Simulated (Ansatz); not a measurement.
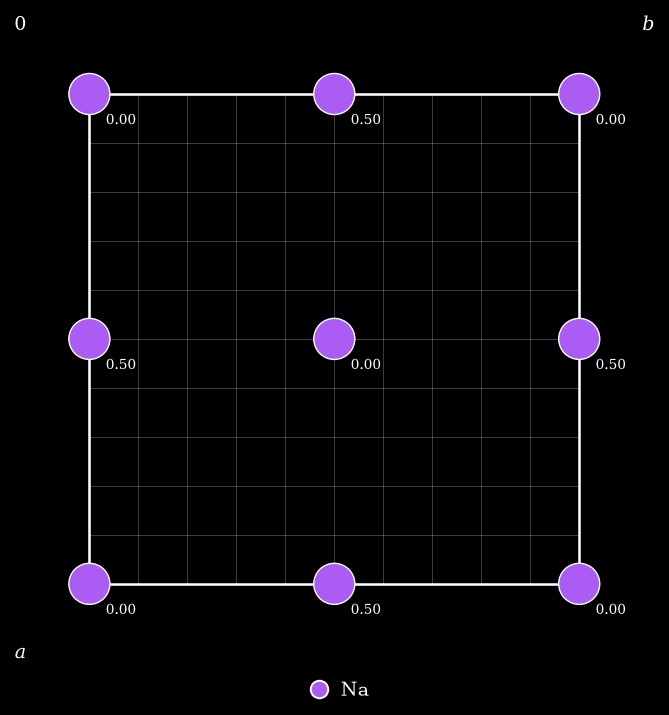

Plan of a unit cell projected along c (a down the page, b across); the numbers are heights as fractions of c, and atoms on the cell's edges are repeated. The grid marks tenths of a and b. Source: the end point of a relaxation with DFT PBE, scalar-relativistic, plane waves, PAW (Ansatz 0.2.0); the starting structure was generated, so it need not be a known form of this composition. Geometry calculated from the standardised cell; symmetry tolerance 0.002 Å.

a = 5.286 Å, b = 5.286 Å, c = 5.286 Å, α = 90.00°, β = 90.00°, γ = 90.00°.

Question: What does the cell contain?

Answer: 4 Na: Na, Z = 4.

Question: Which space group?

Answer: Fm-3m (No. 225), face-centred cubic.

Question: Give the fractional coordinates of all atoms, to two places.

Answer:
```tsv
atom	x	y	z
Na	0.00	0.00	0.00
Na	0.00	0.50	0.50
Na	0.50	0.00	0.50
Na	0.50	0.50	0.00
```
